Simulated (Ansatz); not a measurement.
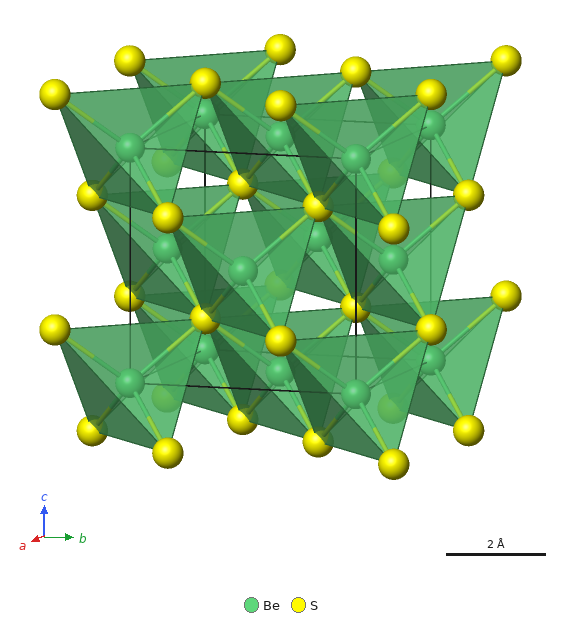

The starting structure (polyhedral view of the cell 4 times as large as that of the calculation, set on its symmetry axes, seen slightly off an axis; polyhedra are completed across the faces of the cell).

## Geometry relaxation, with input and output: BeS

The run: geometry relaxation of BeS (F-43m, 2 atoms in the cell). Method and program: DFT PBE, scalar-relativistic, plane waves, PAW, no spin polarisation (Ansatz 0.2.0).

The structure derives from an entry of the Crystallography Open Database.

Output
```
Engine: ansatz 0.2.0, x86_64-unknown-linux-gnu
Pseudopotentials: kind: paw
Pseudopotential: Be, paw, valence charge 2, recommended cutoff 420 eV (normal), Be.paw.azcp
Pseudopotential: S, paw, valence charge 6, recommended cutoff 420 eV (normal), S.paw.azcp
Functional definition: PBE
  parameter kappa = 0.804
  parameter beta = 0.06672455060314922
  exchange = pbe_x(kappa = kappa, mu = beta*pi^2/3)
  correlation = pbe_c(beta = beta)
Crystal: 2 atoms, lattice volume = 28.521 Å³
Basis set: ecut = 420 eV, 537 PW (Γ), exchange–correlation on 48×48×48 points (8 copies of the dense FFT grid, shifted against one another)
Bands: 8, of which v1, the nominal top of the filled ones, is band 4 counted from 1 (3 counted from 0)
Symmetry: 24 space group operations
Space group: F-43m (ITA 216), of the structure as read, at distance tolerance 3.1e-5 Å
k-points: 29 of 512 (time reversal used)
Non-local potential: Be, projectors of the file, l = 0: 2, l = 1: 2, l = 2: 1
Non-local potential: S, projectors of the file, l = 0: 2, l = 1: 2, l = 2: 2
PAW form: soft (Blöchl's): semilocal exchange-correlation on the pseudo side does not see the compensation charge
PAW one-centre angular grid: Be, 110 points (default); XC on 64 Gauss nodes
PAW one-centre angular grid: S, 110 points (default); XC on 64 Gauss nodes
Initial density: superposition of atomic densities (neutral atoms: chi_scale 0, normalization atom), corrected by the library's trained network
Initial wavefunctions: pseudopotential atomic-orbital guess
Functional: x = pbe(κ = 0.804, μ = 0.2195149727645171), c = pbe(β = 0.06672455060314922)
SCF iter   1: F=—  HF=-996.963646 eV  |F-HF|=—  |Δ(HF+E_count)|=         —  Δρ=7.58e-4  dr2=1.58e-4  ethr=1.77e-3  ⟨swp⟩=5.6  Hψ=1930  notcnv=0
preconditioner: auto → none  [insulator: Δε(μ)=3.109 eV  Ē_g=12.793 eV  σ=0.020 eV  W_gap=1.00  n_scr=0 (ndim 8)  ℏωp=19.7 eV  f_vac=0.000  D(μ)=0.00/eV (n_scr^D=0)  ε∞_Penn≈3.4]
SCF iter   2: F=—  HF=-996.963191 eV  |F-HF|=—  |Δ(HF+E_count)|=   4.55e-4  Δρ=4.92e-4  dr2=6.76e-5  ethr=1.98e-6  ⟨swp⟩=2.2  Hψ=654  notcnv=0
SCF iter   3: F=—  HF=-996.963223 eV  |F-HF|=—  |Δ(HF+E_count)|=   3.22e-5  Δρ=1.77e-4  dr2=3.87e-6  ethr=8.45e-7  ⟨swp⟩=2.3  Hψ=339  notcnv=0
SCF iter   4: F=—  HF=-996.963255 eV  |F-HF|=—  |Δ(HF+E_count)|=   3.22e-5  Δρ=5.72e-5  dr2=6.85e-7  ethr=4.84e-8  ⟨swp⟩=2.2  Hψ=344  notcnv=0
iter 5 did not close the SCF: its close was put off for the readings that it lacked (scf_convergence_deferred on its scf_iter line)
SCF iter   5: F=-996.963258 eV  HF=-996.963258 eV  |F-HF|=8.64e-9  |Δ(HF+E_count)|=   3.30e-6  Δρ=1.22e-5  dr2=4.89e-8  ethr=8.56e-9  ⟨swp⟩=2.5  Hψ=337  notcnv=0
SCF iter   6: F=-996.963258 eV  HF=-996.963258 eV  |F-HF|=4.91e-10  |Δ(HF+E_count)|=   1.04e-8  Δρ=1.58e-6  dr2=8.45e-10  ethr=6.11e-10  ⟨swp⟩=5.1  Hψ=1162  notcnv=0
SCF 1 converged in 6 iterations: F = -996.963258 eV  dr2 = 8.45e-10
  greatest PAW one-centre occupation: 0.849 electrons in one spin orbital (limit 2), on the S atom at site 1 (counted from 0), in its partial waves of l = 0
relax step   1: F+E_penalty+E_count = -996.96325840 eV  Δ(F+E_penalty+E_count) = +0.000e0 eV  max|allowed force component| = 1.978e-16 eV/Å  Δτ_max = 0.0000 Å  P = +1.545 GPa  Ω = 28.521 Å³  (6 SCF iters, dr2 threshold 1.00e-7 eV, accepted)
Crystal: 2 atoms, lattice volume = 28.787 Å³
Initial density: handed on by an earlier stage of this run
Initial wavefunctions: those handed on with the density
iter 1 solved again at ethr=2.63e-6 eV; its pass at ethr=3.10e-3 eV (dr2=2.11e-4 eV) is discarded
SCF iter   1: F=—  HF=-996.965094 eV  |F-HF|=—  |Δ(HF+E_count)|=         —  Δρ=7.25e-4  dr2=2.06e-4  ethr=2.63e-6  ⟨swp⟩=1.4  Hψ=1911  notcnv=0
preconditioner: auto → none  [insulator: Δε(μ)=3.132 eV  Ē_g=12.739 eV  σ=0.020 eV  W_gap=1.00  n_scr=0 (ndim 8)  ℏωp=19.6 eV  f_vac=0.000  D(μ)=0.00/eV (n_scr^D=0)  ε∞_Penn≈3.4]
SCF iter   2: F=—  HF=-996.965039 eV  |F-HF|=—  |Δ(HF+E_count)|=   5.51e-5  Δρ=2.64e-4  dr2=2.86e-5  ethr=2.57e-6  ⟨swp⟩=1.0  Hψ=232  notcnv=0
SCF iter   3: F=—  HF=-996.965051 eV  |F-HF|=—  |Δ(HF+E_count)|=   1.19e-5  Δρ=5.19e-5  dr2=7.04e-7  ethr=3.57e-7  ⟨swp⟩=2.0  Hψ=348  notcnv=0
SCF iter   4: F=-996.965051 eV  HF=-996.965051 eV  |F-HF|=5.69e-8  |Δ(HF+E_count)|=   1.69e-8  Δρ=1.76e-5  dr2=5.61e-8  ethr=2.50e-9  ⟨swp⟩=9.0  Hψ=1648  notcnv=0
SCF 2 converged in 4 iterations: F = -996.965051 eV  dr2 = 5.61e-8
relax step   2: F+E_penalty+E_count = -996.96505076 eV  Δ(F+E_penalty+E_count) = -1.792e-3 eV  max|allowed force component| = 2.891e-17 eV/Å  Δτ_max = 0.0000 Å  P = +0.643 GPa  Ω = 28.787 Å³  energy of the carried Pulay correction = -1.768e-5 eV  (4 SCF iters, dr2 threshold 2.00e-7 eV, accepted)
Crystal: 2 atoms, lattice volume = 28.979 Å³
iter 1 solved again at ethr=1.35e-6 eV; its pass at ethr=3.10e-3 eV (dr2=1.08e-4 eV) is discarded
SCF iter   1: F=—  HF=-996.965444 eV  |F-HF|=—  |Δ(HF+E_count)|=         —  Δρ=5.13e-4  dr2=1.05e-4  ethr=1.35e-6  ⟨swp⟩=1.4  Hψ=1910  notcnv=0
preconditioner: auto → none  [insulator: Δε(μ)=3.146 eV  Ē_g=12.699 eV  σ=0.020 eV  W_gap=1.00  n_scr=0 (ndim 8)  ℏωp=19.5 eV  f_vac=0.000  D(μ)=0.00/eV (n_scr^D=0)  ε∞_Penn≈3.4]
SCF iter   2: F=—  HF=-996.965434 eV  |F-HF|=—  |Δ(HF+E_count)|=   9.33e-6  Δρ=1.88e-4  dr2=1.49e-5  ethr=1.32e-6  ⟨swp⟩=1.0  Hψ=232  notcnv=0
SCF iter   3: F=—  HF=-996.965432 eV  |F-HF|=—  |Δ(HF+E_count)|=   2.03e-6  Δρ=3.88e-5  dr2=3.90e-7  ethr=1.86e-7  ⟨swp⟩=2.1  Hψ=349  notcnv=0
SCF iter   4: F=-996.965432 eV  HF=-996.965432 eV  |F-HF|=3.35e-8  |Δ(HF+E_count)|=   2.60e-8  Δρ=1.31e-5  dr2=3.17e-8  ethr=2.50e-9  ⟨swp⟩=9.0  Hψ=1633  notcnv=0
SCF 3 converged in 4 iterations: F = -996.965432 eV  dr2 = 3.17e-8
  greatest PAW one-centre occupation: 0.848 electrons in one spin orbital (limit 2), on the S atom at site 1 (counted from 0), in its partial waves of l = 0
relax step   3: F+E_penalty+E_count = -996.96543245 eV  Δ(F+E_penalty+E_count) = -3.817e-4 eV  max|allowed force component| = 2.544e-17 eV/Å  Δτ_max = 0.0000 Å  P = +0.015 GPa  Ω = 28.979 Å³  energy of the carried Pulay correction = -3.038e-5 eV  (4 SCF iters, dr2 threshold 2.00e-7 eV, accepted)
Initial wavefunctions: pseudopotential atomic-orbital guess (no wavefunctions were taken with the density)
iter 1 solved again at ethr=8.35e-7 eV; its pass at ethr=3.10e-3 eV (dr2=6.68e-5 eV) is discarded
SCF iter   1: F=—  HF=-996.965444 eV  |F-HF|=—  |Δ(HF+E_count)|=         —  Δρ=1.45e-5  dr2=3.24e-8  ethr=8.35e-7  ⟨swp⟩=2.3  Hψ=2545  notcnv=0
eigensolver tolerance schedule: the retry pair's looser diagonalisation over-reported the residual by 2061.26 of it (diagonalisation noise at 1.25 of the residual, at the tolerance the schedule requests for it); recorded, not acted on — ethr = c·dr2/N_el stays at c = 1.0e-1
preconditioner: auto → none  [insulator: Δε(μ)=3.145 eV  Ē_g=12.698 eV  σ=0.020 eV  W_gap=1.00  n_scr=0 (ndim 8)  ℏωp=19.5 eV  f_vac=0.000  D(μ)=0.00/eV (n_scr^D=0)  ε∞_Penn≈3.4]
SCF iter   2: F=—  HF=-996.965461 eV  |F-HF|=—  |Δ(HF+E_count)|=   1.76e-5  Δρ=8.03e-6  dr2=9.37e-9  ethr=4.05e-10  ⟨swp⟩=2.1  Hψ=354  notcnv=0
SCF iter   3: F=—  HF=-996.965461 eV  |F-HF|=—  |Δ(HF+E_count)|=   2.93e-8  Δρ=1.08e-6  dr2=3.25e-10  ethr=1.17e-10  ⟨swp⟩=2.5  Hψ=343  notcnv=0
SCF iter   4: F=—  HF=-996.965461 eV  |F-HF|=—  |Δ(HF+E_count)|=  1.18e-11  Δρ=4.55e-7  dr2=3.32e-11  ethr=4.06e-12  ⟨swp⟩=2.0  Hψ=323  notcnv=0
SCF iter   5: F=-996.965461 eV  HF=-996.965461 eV  |F-HF|=1.36e-12  |Δ(HF+E_count)|=  1.75e-11  Δρ=9.14e-8  dr2=2.95e-12  ethr=1.00e-12  ⟨swp⟩=5.1  Hψ=816  notcnv=0
SCF 4 converged in 5 iterations: F = -996.965461 eV  dr2 = 2.95e-12
relax step   4: F+E_penalty+E_count = -996.96546124 eV  Δ(F+E_penalty+E_count) = -2.878e-5 eV  max|allowed force component| = 2.602e-17 eV/Å  Δτ_max = 0.0000 Å  P = +0.017 GPa  Ω = 28.979 Å³  stress off target by 1.70e-2 GPa  SCF on the basis re-selected at this cell (its energy is not comparable with the rows above)  (5 SCF iters)
```

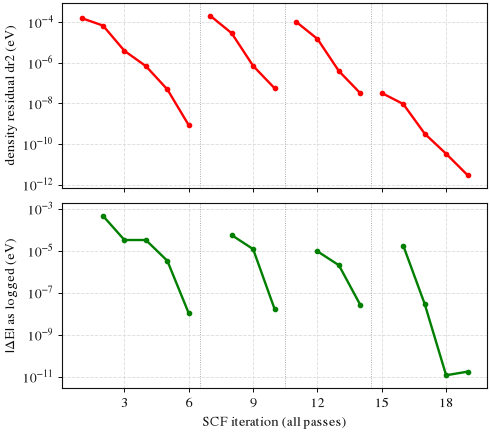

Convergence of the self-consistent field: density residual dr2 and size of the energy change against the SCF iteration. The dotted lines part the SCF passes of the relaxation: geometry steps, rejected trials and re-solves on a re-selected basis. The passes take 6, 4, 4 and 5 iterations.

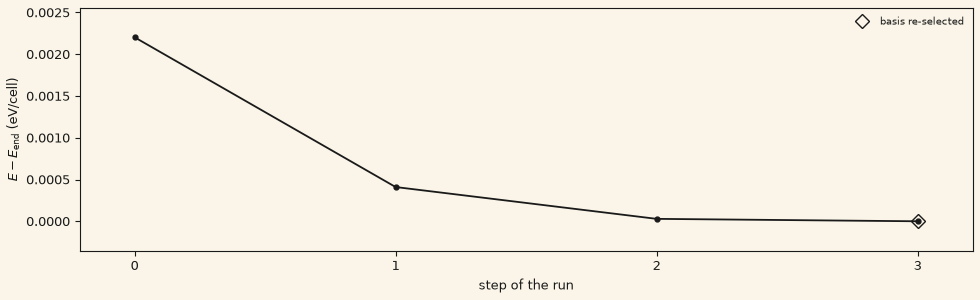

Progress of the relaxation, step by step (the first geometry is step 0 here and step 1 in the log).

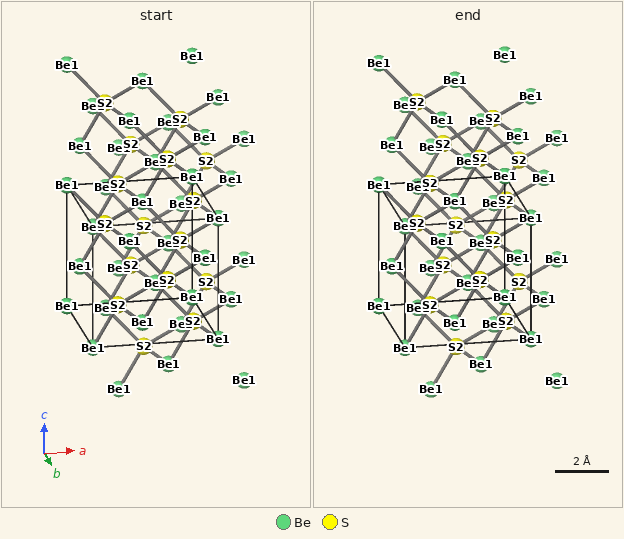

Before (left) and after (right) the relaxation, at one scale (ball-and-stick view of the cell 4 times as large as that of the calculation, set on its symmetry axes, repeated 1 × 2 × 2, seen at an oblique angle). After 2 geometry steps the energy has fallen by 2.2 meV per cell of the calculation. All forces vanish by symmetry, so only the cell relaxes. Pressure: 1.55 GPa at the start and 0.02 GPa at the end. The atoms keep their places relative to the cell (all moves are under 0.005 Å). The volume changes by +1.6 %, with a = b = c 4.850 → 4.876 Å (+0.5 %). Among the contacts that change: Be1–S2 2.100 → 2.111 Å. The space group stays F-43m (No. 216). A last SCF at the same geometry on a re-selected plane-wave basis shifts the energy by next to nothing (0.0 meV per cell of the calculation). (Atoms are counted from 1 in the order of the input.)

```
basis re-selected at this cell: Δ(F+E_penalty+E_count) = -2.878e-5 eV, ΔP = +0.002 GPa vs the last step (what re-selecting the basis moved, of the pressure what is left beyond the Pulay correction that the steps carried, after the strain that the cell walked since its last selection, with what the two solves' SCF thresholds leave and, on support functions, any second-order correction that the steps lacked; it is no measure of the basis error at this ecutwfc). This SCF's stress stands 1.70e-2 GPa from its target on what of the cell is left free (relax.cell.stress_tol is 5.00e-2 GPa) and its largest allowed force component is 2.60e-17 eV/Å (relax.f_tol is 5.00e-3 eV/Å): within both
SCF converged after 5 iterations
Free energy (F): -996.965461 eV
Harris-Foulkes:  -996.965461 eV  (|F-HF|=1.36e-12)
Internal energy: -996.965461 eV  (E = F + TS)
E sigma→0 (E₀):  -996.965461 eV
Fermi energy:    6.730319 eV
--- Per-component energies (eV) ---
  E_band       = 0.479288
  E_kinetic    = 127.856177
  E_local      = -117.432287  (includes V_loc(G=0)·N_el)
  E_nonlocal   = 32.722338
  E_hartree    = 36.169790
  E_xc         = -117.136822
  E_vxc        = -108.607081  (∫ρ·V_xc dr)
  E_paw        = -659.918364  (= ΣΔE_a)
  E_vpaw       = -6.399453  (= ΣTr[D̂ρ^β])
  E_aug_tail   = 0.000001  (compensation charges beyond the density's cutoff)
  E_ewald      = -299.226294
  E_smearing   = -0.000000  (= −TS)
  E_closure    = 0.000000  (closes the sum)
  Σ components = -996.965461   (vs F -996.965461, Δ=0.00e0)
--- Forces (eV/Å), atoms counted from 1 ---
  atom   1  Be     0.00000000     0.00000000    -0.00000000
  atom   2  S     -0.00000000    -0.00000000    -0.00000000
  max |Σ_I F_I| component: 6.71e-17 eV/Å
--- Stress (GPa, compression-positive) ---
        0.017012      -0.000000      -0.000000
       -0.000000       0.017012       0.000000
       -0.000000       0.000000       0.017012
  P = ⅓ Tr σ = 0.0170 GPa (0.170 kbar)
--- Band table (eV; the first three rows and the last of 29) ---
  k-point 0: bands = ["-8.4276", "5.1579", "5.1579", "5.1579", "10.8160", "10.8160", "10.8160", "10.9110"]
  k-point 1: bands = ["-8.2541", "3.9759", "4.9638", "4.9638", "10.7150", "11.1637", "11.1637", "12.2063"]
  k-point 2: bands = ["-7.7771", "1.9067", "4.5751", "4.5751", "10.6541", "11.6992", "11.6992", "14.3013"]
  k-point 28: bands = ["-6.2819", "0.9656", "1.3742", "1.8887", "11.6042", "13.2240", "13.5271", "13.8926"]
--- Relaxed structure (3 steps of the walk, 3 accepted, 1 SCFs on fresh bases) ---
  F+E_penalty+E_count = -996.96546124 eV   max|allowed force component| = 2.602e-17 eV/Å   (the final SCF, on the basis selected at the relaxed cell)
  cell:  # Å, volume = 28.9793 Å³
    - [-2.0381488131582336e-34, 2.437918926184476, 2.437918926184476]
    - [2.437918926184476, 2.1910099741451038e-33, 2.437918926184476]
    - [2.437918926184476, 2.437918926184476, 4.993464592237679e-33]
  atoms:
    - { symbol: Be, position: [-1.5222126708215268e-34, 2.184044266830886e-34, 4.963736970070196e-34] }
    - { symbol: S, position: [0.25, 0.25, 0.25] }
```

Trajectory as extended XYZ (Å, eV, eV/Å), 4 frames, from step=1 to step=4
```
2
Lattice="0.0000 2.4250 2.4250 2.4250 0.0000 2.4250 2.4250 2.4250 0.0000" Properties=species:S:1:pos:R:3:forces:R:3 step=1 energy=-996.96326 pressure_GPa=1.55
Be    0.0000    0.0000    0.0000    0.0000   0.0000   0.0000
S     1.2125    1.2125    1.2125    0.0000   0.0000   0.0000
2
Lattice="0.0000 2.4325 2.4325 2.4325 0.0000 2.4325 2.4325 2.4325 0.0000" Properties=species:S:1:pos:R:3:forces:R:3 step=2 energy=-996.96505 pressure_GPa=0.64
Be    0.0000    0.0000    0.0000    0.0000   0.0000   0.0000
S     1.2163    1.2163    1.2163    0.0000   0.0000   0.0000
2
Lattice="0.0000 2.4379 2.4379 2.4379 0.0000 2.4379 2.4379 2.4379 0.0000" Properties=species:S:1:pos:R:3:forces:R:3 step=3 energy=-996.96543 pressure_GPa=0.01
Be    0.0000    0.0000    0.0000    0.0000   0.0000   0.0000
S     1.2190    1.2190    1.2190    0.0000   0.0000   0.0000
2
Lattice="0.0000 2.4379 2.4379 2.4379 0.0000 2.4379 2.4379 2.4379 0.0000" Properties=species:S:1:pos:R:3:forces:R:3 step=4 energy=-996.96546 pressure_GPa=0.02
Be    0.0000    0.0000    0.0000    0.0000   0.0000   0.0000
S     1.2190    1.2190    1.2190    0.0000   0.0000   0.0000
```

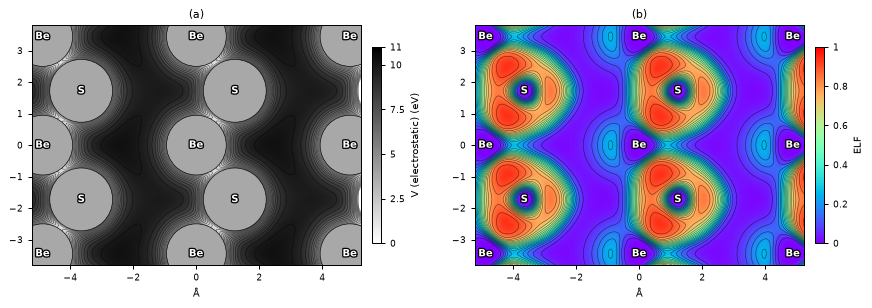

(a) electrostatic potential (local pseudopotential plus Hartree) felt by an electron; (b) electron localisation function on the (101) plane of the conventional cell. Grey discs, where drawn, cover atomic cores. The section cuts through Be and S sites. Be–S (2.11 Å): the ELF peaks at about 0.95 between the atoms, which marks a shared but strongly polarised pair. Outside the cores the potential energy rises away from the atoms and is highest about 2.1 Å from the nearest atoms; outside the discs it spans about 10 eV, and its zero is arbitrary. The fields are those of the smooth PAW valence density.

The run was set up as follows.

Input file
```yaml
crystal:
  lattice:
    - [0.0, 2.425, 2.425]
    - [2.425, 0.0, 2.425]
    - [2.425, 2.425, 0.0]
  atoms:
    - { symbol: Be, position: [0.0, 0.0, 0.0] }
    - { symbol: S, position: [0.25, 0.25, 0.25] }
basis:
  ecutwfc: 420
kpoints:
  mp_grid: { grid: [8, 8, 8] }
hamiltonian:
  xc: pbe
scf:
  occupations: { method: gaussian, width: 0.02 }
output:
  forces: true
  stress: true
  eigenvalues: true
  write_density: true
  write_potential: true
  elf: true
  volumetric_format: npy
relax:
  adjacent_minimum: "off"
  f_tol: 0.005
  max_steps: 80
  cell: { stress_tol: 0.05 }
```

Launched with:
```bash
ansatz run input.yaml --threads 2 --pin off --max-ram 5120MiB --backend cpu --events-out ev --progress --plain --runs-dir out
```

Summary

- outcome: converged
- space group (tolerance 0.01 Å): F-43m (216)
- electrons treated: 8
- free energy: −996.9655 eV
- Fermi energy: 6.730 eV
- gap on the k-point mesh: 3.14 eV
- pressure: 0.02 GPa
- final volume: 28.98 Å³
- largest force (length of the vector) at the end: under 0.001 eV/Å
- final cell: a = 3.448 Å, b = 3.448 Å, c = 3.448 Å, α = 60.00°, β = 60.00°, γ = 60.00°
- hardware: 2 threads of Intel Xeon (Sapphire Rapids), 64 GiB of memory available, shared host
- wall time: 2.7 s (CPU time 3.6 s)
- peak memory: 0.35 GiB
